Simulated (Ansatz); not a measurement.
Geometry relaxation, with input and output: Cu (part 1 of 2)

System: Cu (defect cell, 28 atoms in the cell).
Method: DFT, PBE, plane waves, PAW, no spin polarisation (Ansatz 0.2.0).

The structure derives from a Materials Project entry. The run did not end well. It belongs to a series of runs on one base structure; here: Cu interstitial, charge +0, atoms relaxed at the host's cell.

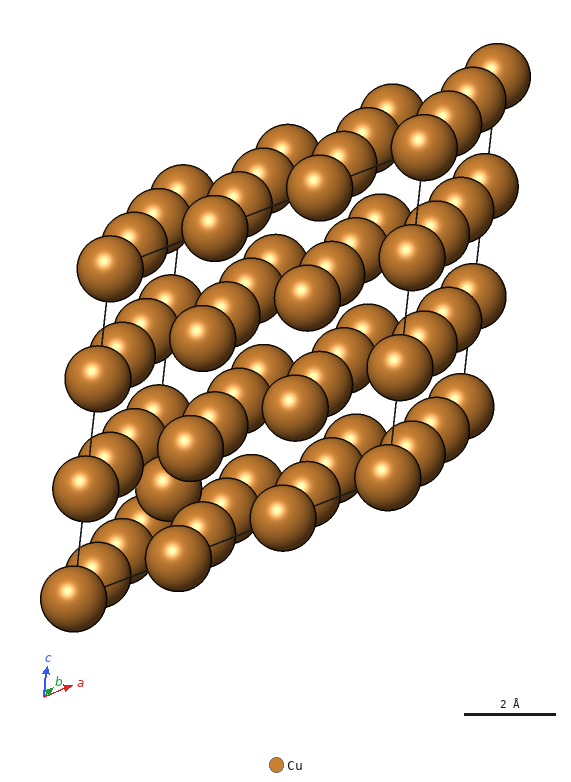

**Figure 1.** The structure as given in the input (spheres-only view of the cell of the calculation, seen slightly off an axis).

## Input
```yaml
crystal:
  lattice:
    - [-5.4447042257, 0.0, 5.4447042257]
    - [-5.4447042257, -5.4447042257, 0.0]
    - [0.0, -5.4447042257, 5.4447042257]
  atoms:
    - { symbol: Cu, position: [0.0, 0.6666666667, 0.0] }
    - { symbol: Cu, position: [0.0, 0.3333333333, 0.0] }
    - { symbol: Cu, position: [0.0, 0.0, 0.0] }
    - { symbol: Cu, position: [0.0, 0.6666666667, 0.3333333333] }
    - { symbol: Cu, position: [0.0, 0.3333333333, 0.3333333333] }
    - { symbol: Cu, position: [0.0, 0.0, 0.3333333333] }
    - { symbol: Cu, position: [0.0, 0.6666666667, 0.6666666667] }
    - { symbol: Cu, position: [0.0, 0.3333333333, 0.6666666667] }
    - { symbol: Cu, position: [0.0, 0.0, 0.6666666667] }
    - { symbol: Cu, position: [0.3333333333, 0.6666666667, 0.0] }
    - { symbol: Cu, position: [0.3333333333, 0.3333333333, 0.0] }
    - { symbol: Cu, position: [0.3333333333, 0.0, 0.0] }
    - { symbol: Cu, position: [0.3333333333, 0.6666666667, 0.3333333333] }
    - { symbol: Cu, position: [0.3333333333, 0.3333333333, 0.3333333333] }
    - { symbol: Cu, position: [0.3333333333, 0.0, 0.3333333333] }
    - { symbol: Cu, position: [0.3333333333, 0.6666666667, 0.6666666667] }
    - { symbol: Cu, position: [0.3333333333, 0.3333333333, 0.6666666667] }
    - { symbol: Cu, position: [0.3333333333, 1.0, 0.6666666667] }
    - { symbol: Cu, position: [0.6666666667, 0.6666666667, 0.0] }
    - { symbol: Cu, position: [0.6666666667, 0.3333333333, 0.0] }
    - { symbol: Cu, position: [0.6666666667, 0.0, 0.0] }
    - { symbol: Cu, position: [0.6666666667, 0.6666666667, 0.3333333333] }
    - { symbol: Cu, position: [0.6666666667, 0.3333333333, 0.3333333333] }
    - { symbol: Cu, position: [0.6666666667, 1.0, 0.3333333333] }
    - { symbol: Cu, position: [0.6666666667, 0.6666666667, 0.6666666667] }
    - { symbol: Cu, position: [0.6666666667, 0.3333333333, 0.6666666667] }
    - { symbol: Cu, position: [0.6666666667, 0.0, 0.6666666667] }
    - { symbol: Cu, position: [0.1666666667, 0.5, 0.1666666667] }
basis:
  ecutwfc: 420
  xc_grid: 2
kpoints:
  mp_grid: { grid: [4, 4, 4], shift: [0.0, 0.0, 0.0] }
hamiltonian:
  xc: pbe
scf:
  occupations: { method: gaussian, width: 0.1 }
output:
  forces: true
  stress: false
  eigenvalues: true
relax:
  adjacent_minimum: "off"
  f_tol: 0.025
  max_steps: 1
```

Launched with:
```bash
ansatz run input.yaml --threads 4 --pin off --max-ram 8192MiB --backend cpu --events-out ev --progress --plain --runs-dir out
```

## The program's output
```
Engine: ansatz 0.2.0, x86_64-unknown-linux-gnu
Pseudopotentials: kind: paw
Pseudopotential: Cu, paw, valence charge 19, recommended cutoff 420 eV (normal), Cu.paw.azcp
Functional definition: PBE
  parameter kappa = 0.804
  parameter beta = 0.06672455060314922
  exchange = pbe_x(kappa = kappa, mu = beta*pi^2/3)
  correlation = pbe_c(beta = beta)
Crystal: 28 atoms, lattice volume = 322.814 Å³
Basis set: ecut = 420 eV, 6303 PW (Γ), exchange–correlation on 108×108×108 points (8 copies of the dense FFT grid, shifted against one another)
Bands: 320, of which v1, the nominal top of the filled ones, is band 266 counted from 1 (265 counted from 0)
Symmetry: 48 space group operations
Space group: Fm-3m (ITA 225), of the structure as read, at distance tolerance 6.9e-5 Å
k-points: 8 of 64
Non-local potential: Cu, projectors of the file, l = 0: 3, l = 1: 2, l = 2: 3, l = 3: 1
PAW form: soft (Blöchl's): semilocal exchange-correlation on the pseudo side does not see the compensation charge
PAW one-centre angular grid: Cu, 590 points (default); XC on 64 Gauss nodes
Initial density: superposition of atomic densities (neutral atoms: chi_scale 0, normalization atom), corrected by the library's trained network
Initial wavefunctions: pseudopotential atomic-orbital guess
Functional: x = pbe(κ = 0.804, μ = 0.2195149727645171), c = pbe(β = 0.06672455060314922)
SCF iter   1: F=—  HF=-185490.591820 eV  |F-HF|=—  |Δ(HF+E_count)|=         —  Δρ=1.04e-2  dr2=2.37e-1  ethr=1.77e-3  ⟨swp⟩=5.1  Hψ=8643  notcnv=0  defer=149
preconditioner: auto → Resta (q_TF=auto, 2.965 Å⁻¹)  ε∞=13.1  [insulator: Δε(μ)=0.107 eV  Ē_g=10.443 eV  σ=0.100 eV  W_gap=0.55  n_scr=136 (ndim 8)  ℏωp=36.3 eV  f_vac=0.000  D(μ)=4.98/eV (n_scr^D=26)  ε∞_Penn≈13.1]
SCF iter   2: F=—  HF=-185490.563908 eV  |F-HF|=—  |Δ(HF+E_count)|=   2.79e-2  Δρ=1.93e-3  dr2=2.07e-2  ethr=4.46e-5  ⟨swp⟩=2.1  Hψ=5132  notcnv=0  defer=257
SCF iter   3: F=—  HF=-185490.558169 eV  |F-HF|=—  |Δ(HF+E_count)|=   5.74e-3  Δρ=1.87e-3  dr2=1.49e-2  ethr=3.89e-6  ⟨swp⟩=2.0  Hψ=4319  notcnv=0  defer=257
SCF iter   4: F=—  HF=-185490.555209 eV  |F-HF|=—  |Δ(HF+E_count)|=   2.96e-3  Δρ=3.61e-4  dr2=1.00e-3  ethr=2.80e-6  ⟨swp⟩=2.0  Hψ=3424  notcnv=0  defer=257
SCF iter   5: F=—  HF=-185490.555234 eV  |F-HF|=—  |Δ(HF+E_count)|=   2.46e-5  Δρ=2.99e-4  dr2=2.12e-4  ethr=1.89e-7  ⟨swp⟩=2.1  Hψ=4348  notcnv=0  defer=257
SCF iter   6: F=—  HF=-185490.555205 eV  |F-HF|=—  |Δ(HF+E_count)|=   2.90e-5  Δρ=1.63e-4  dr2=6.68e-5  ethr=3.98e-8  ⟨swp⟩=2.1  Hψ=3686  notcnv=0  defer=257
SCF iter   7: F=—  HF=-185490.554820 eV  |F-HF|=—  |Δ(HF+E_count)|=   3.85e-4  Δρ=3.58e-5  dr2=4.57e-6  ethr=1.25e-8  ⟨swp⟩=2.0  Hψ=4095  notcnv=0  defer=257
SCF iter   8: F=—  HF=-185490.554820 eV  |F-HF|=—  |Δ(HF+E_count)|=   2.31e-7  Δρ=1.11e-5  dr2=3.50e-7  ethr=8.59e-10  ⟨swp⟩=2.1  Hψ=4323  notcnv=0  defer=257
SCF iter   9: F=-185490.554820 eV  HF=-185490.554820 eV  |F-HF|=3.78e-8  |Δ(HF+E_count)|=   5.28e-8  Δρ=4.21e-6  dr2=3.42e-8  ethr=1.88e-11  ⟨swp⟩=10.6  Hψ=14429  notcnv=0
SCF 1 converged in 9 iterations: F = -185490.554820 eV  dr2 = 3.42e-8
  greatest PAW one-centre occupation: 1.000 electrons in one spin orbital (limit 2), on the Cu atom at site 27 (counted from 0), in its partial waves of l = 0
relax step   1: F+E_penalty+E_count = -185490.55481967 eV  Δ(F+E_penalty+E_count) = +0.000e0 eV  max|allowed force component| = 1.187e1 eV/Å  Δτ_max = 0.0000 Å  (9 SCF iters, accepted)
```

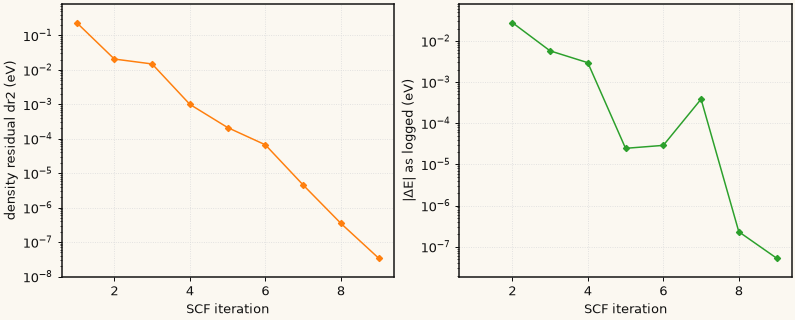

**Figure 2.** Convergence of the self-consistent field: density residual dr2 and size of the energy change against the SCF iteration. The residual is still falling at the last step (down to 3 × 10⁻⁸), so the run was stopped before it got there.

```
Step failed. What follows is not a result of the run: it is the report of the last solve that finished, which converged after 9 SCF iterations.
Free energy (F): -185490.554820 eV
Harris-Foulkes:  -185490.554820 eV  (|F-HF|=3.78e-8)
Internal energy: -185490.529862 eV  (E = F + TS)
E sigma→0 (E₀):  -185490.542341 eV
Entropy (-TS):   -0.024958 eV (-0.891 meV/atom)
Fermi energy:    17.223551 eV
--- Per-component energies (eV) ---
  E_band       = -9854.112035
  E_kinetic    = 8427.136880
  E_local      = -115662.134839  (includes V_loc(G=0)·N_el)
  E_nonlocal   = 10962.253964
  E_hartree    = 51179.970325
  E_xc         = -2517.503967
  E_vxc        = -3249.623643  (∫ρ·V_xc dr)
  E_paw        = -46584.027805  (= ΣΔE_a)
  E_vpaw       = -12691.643313  (= ΣTr[D̂ρ^β])
  E_aug_tail   = 0.006919  (compensation charges beyond the density's cutoff)
  E_ewald      = -91296.231338
  E_smearing   = -0.024958  (= −TS)
  E_closure    = -0.000000  (closes the sum)
  Σ components = -185490.554820   (vs F -185490.554820, Δ=0.00e0)
--- Forces (eV/Å), atoms counted from 1 ---
  atom   1  Cu     0.00000000     0.00000000   -11.86884988
  atom   2  Cu     0.06953087     0.06953087    -0.06953087
  atom   3  Cu    -0.06953087    -0.06953087    -0.06953087
  atom   4  Cu     0.00000000   -11.86884988     0.00000000
  atom   5  Cu    11.86884988     0.00000000    -0.00000000
  atom   6  Cu     0.00720912    -0.00720912    -0.00000000
  atom   7  Cu     0.00000000    -0.00720912    -0.00720912
  atom   8  Cu     0.06953087    -0.06953087     0.06953087
  atom   9  Cu     0.00720912     0.00000000    -0.00720912
  atom  10  Cu   -11.86884988     0.00000000     0.00000000
  atom  11  Cu    -0.00000000    11.86884988    -0.00000000
  atom  12  Cu    -0.00720912     0.00720912    -0.00000000
  atom  13  Cu    -0.06953087    -0.06953087     0.06953087
  atom  14  Cu     0.00000000    -0.00000000    11.86884988
  atom  15  Cu     0.06953087     0.06953087     0.06953087
  atom  16  Cu    -0.06953087     0.06953087    -0.06953087
  atom  17  Cu    -0.00000000     0.00720912     0.00720912
  atom  18  Cu    -0.00720912    -0.00000000     0.00720912
  atom  19  Cu    -0.00720912    -0.00000000    -0.00720912
  atom  20  Cu    -0.06953087     0.06953087     0.06953087
  atom  21  Cu    -0.00000000     0.00720912    -0.00720912
  atom  22  Cu     0.06953087    -0.06953087    -0.06953087
  atom  23  Cu     0.00720912     0.00000000     0.00720912
  atom  24  Cu     0.00000000    -0.00720912     0.00720912
  atom  25  Cu    -0.00720912    -0.00720912     0.00000000
  atom  26  Cu     0.00720912     0.00720912     0.00000000
  atom  27  Cu     0.00000000     0.00000000    -0.00000000
  atom  28  Cu     0.00000000    -0.00000000    -0.00000000
  max |Σ_I F_I| component: 5.07e-15 eV/Å
--- Band table (eV; the first three rows and the last of 8) ---
  k-point 0: bands = ["-96.7523", "-95.5981", "-95.5981", "-95.5981", "-95.5923", "-95.5923", "-95.5715", "-95.3091", "-95.2627", "-95.2591", ... 110 levels left out ..., "10.9081", "10.9081", "11.2747", "11.2901", "11.2901", "11.2901", "11.6851", "11.9339", "11.9339", "11.9339", "12.0785", "12.0785", "12.9503", "12.9503", "12.9503", "12.9757", "13.1424", "13.1424", "13.1424", "13.1997", "13.2277", "13.2277", "13.2431", "13.2431", "13.2431", "13.2547", "13.2547", "13.2731", "13.3519",
      "13.3519", "13.3519", "13.3593", "13.3593", "13.3593", "13.4168", "13.4168", "13.4168", "13.4613", "13.4613", "13.7163", "13.7163", "13.7163", "13.8839", "13.8839", "13.8839", "13.9984", "13.9984", "13.9984", "14.0071", "14.1248", "14.1382", "14.1382", "14.1382", "14.1428", "14.1428", "14.1428", "14.1446", "14.1446", "14.1730", "14.1730", "14.1730", "14.2181", "14.2181", "14.2181", "14.2528", "14.2779", "14.2779", "14.2779", "14.3354",
      "14.3354", "14.3680", "14.3680", "14.3680", "14.3922", "14.3922", "14.3922", "14.4697", "14.4697", "14.7623", "14.7623", "14.7623", "14.8728", "14.9611", "14.9611", "15.0237", "15.0237", "15.0237", "15.0520", "15.0549", "15.0549", "15.0549", "15.0987", "15.0987", "15.0987", "15.1241", "15.1241", "15.1241", "15.1291", "15.1291", "15.1291", "15.1383", "15.1383", "15.1383", "15.1696", "15.1696", "15.2225", "15.2225", "15.2765", "15.2765",
      "15.2765", "15.3257", "15.3257", "15.3257", "15.3297", "15.3297", "15.3600", "15.3600", "15.3600", "15.3681", "15.3681", "15.3681", "15.4273", "15.4273", "15.4273", "15.4326", "15.4326", "15.4383", "15.4383", "15.4383", "15.4487", "15.4487", "15.4487", "15.4543", "15.4543", "15.4543", "15.4658", "15.4658", "15.4771", "15.5069", "15.5225", "15.5225", "15.5225", "15.9796", "15.9796", "15.9796", "16.3565", "16.3565", "20.0801", "20.0801",
      "20.0801", "20.3075", "20.3676", "20.3676", "20.3676", "20.4339", "20.4339", "20.4356", "20.4356", "20.4356", "22.6127", "22.6127", "22.6127", "23.0434", "23.0434", "23.0434", "23.0875", "23.1292", "23.1292", "23.1519", "23.1519", "23.1519", "25.2958", "25.2958", "25.2958", "25.5879", "25.5879", "25.5879", "25.6413", "25.6413", "25.6413", "25.6498", "25.6696", "25.6827", "25.6827", "25.6827", "25.7565", "25.7565", "25.7565", "25.8263",
      "25.8297", "25.8297", "30.5625", "30.5625", "30.5625", "30.7556", "30.7556", "30.8918", "31.5794", "31.5794", "31.5794"]
```
